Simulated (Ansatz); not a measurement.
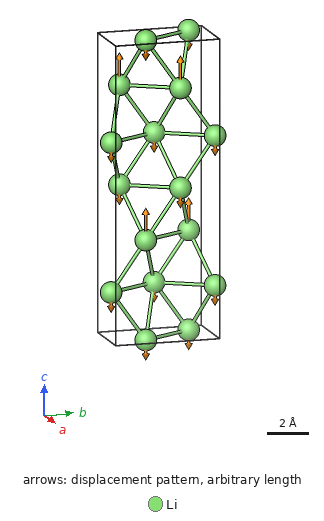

Normal modes of solid Li (a generated structure), space group Cmcm (No. 63), at the zone centre. The optical levels lie at 62 (×2), 63 (×2), 107 (×2), 108 (×2), 123, 124, 162, 162, 278 (×2), 315 cm⁻¹. One mode is drawn. The orange arrows give the relative displacements of the atoms. The picture is a ball-and-stick view of the conventional cell (2 times the calculation's cell), seen slightly off an axis. Lengths and directions refer to the drawn axes.

Theory: Ansatz, DFT PBE, scalar-relativistic, plane waves, PAW. Set-up: plane-wave cutoff 420 eV; k-point mesh 16 × 16 × 4; occupations fermi dirac; smearing width 0.15 eV; no spin polarisation.

The frequencies depend somewhat on the k-mesh and the smearing.

To which level does it belong?

Answer. The level at 278 cm⁻¹. This is a doubly degenerate mode (one member of the set is drawn), optical level 9 of 10, counted from below. All motion is along c.
